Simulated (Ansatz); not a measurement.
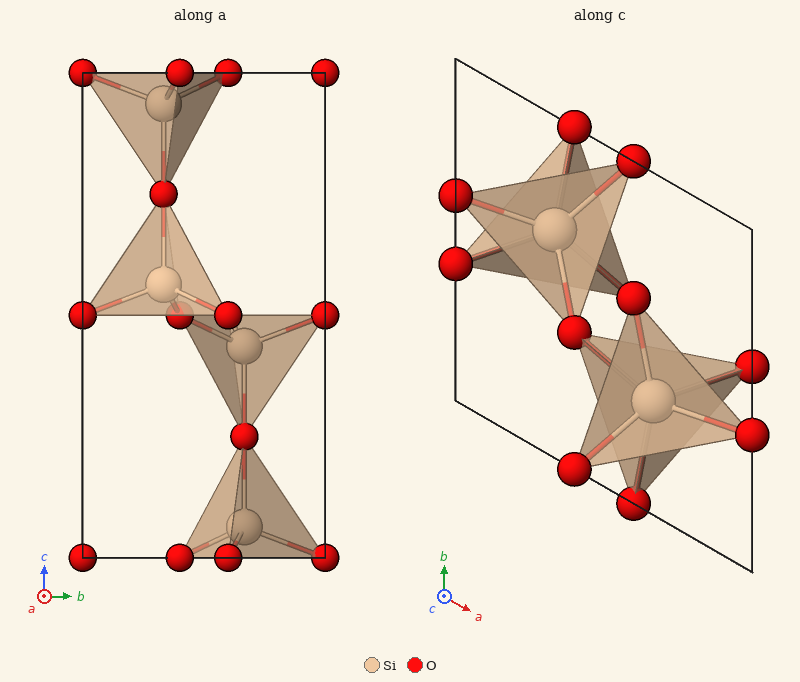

View along the a axis and along the c axis, drawn as a polyhedral model. One conventional unit cell is outlined, and atoms on its boundary appear in each equivalent place.

SiO$_{2}$, space group P6_322 (No. 182), a = 4.96 Å, b = 4.96 Å, c = 8.59 Å, α = 90.00°, β = 90.00°, γ = 120.00°.

Level of theory and settings: Ansatz 0.2.0, DFT r2SCAN, scalar-relativistic, plane waves, PAW, an energy cutoff of 500 eV, a 6×6×4 mesh of k-points, Gaussian smearing of 0.02 eV, no spin polarisation.

Metal or not?

An insulator at this level, with a gap of 6.21 eV.

Which way would the volume go on relaxing?

The computed pressure is 0.7 GPa (compressed: it would expand).

The structure was taken from a structure listed in the Materials Project. The cell was then strained or its atoms displaced on purpose. It was run through Ansatz as a DFT input.
